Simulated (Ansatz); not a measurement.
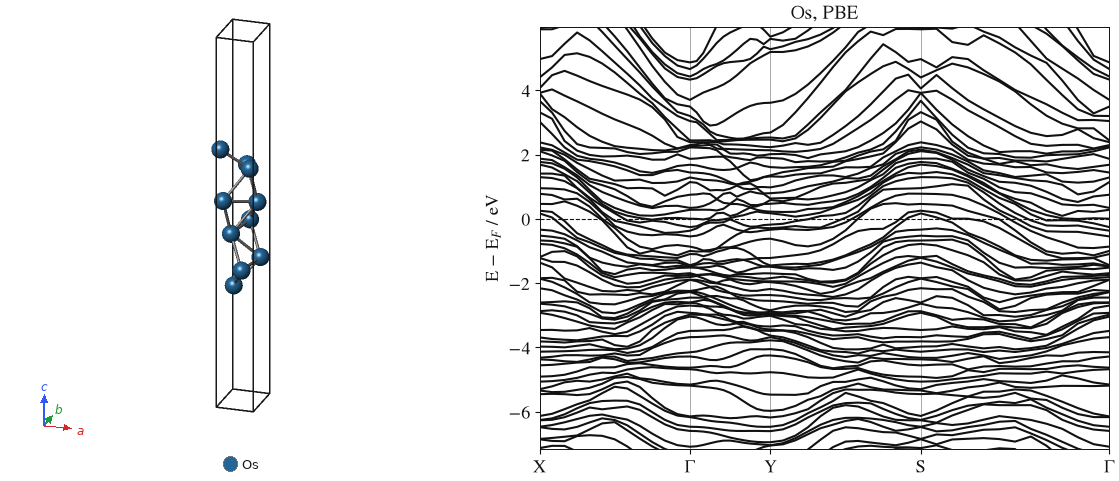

Band structure, beside the structure. Energies are counted from the Fermi level.

System: a (101) slab cut from Os (P6_3/mmc), 10 atoms in the cell.

Method: DFT PBE, scalar-relativistic, plane waves, PAW, no spin polarisation, 13×7×1 k mesh (Ansatz).

Question: Metal, semiconductor or insulator?

Answer: A metal: bands cross the Fermi level along this path.

Question: On which lines of the path do bands cross the Fermi level?

Answer: Bands cross the Fermi level on every line of the path.

Spin-orbit coupling is left out, which matters for Os.
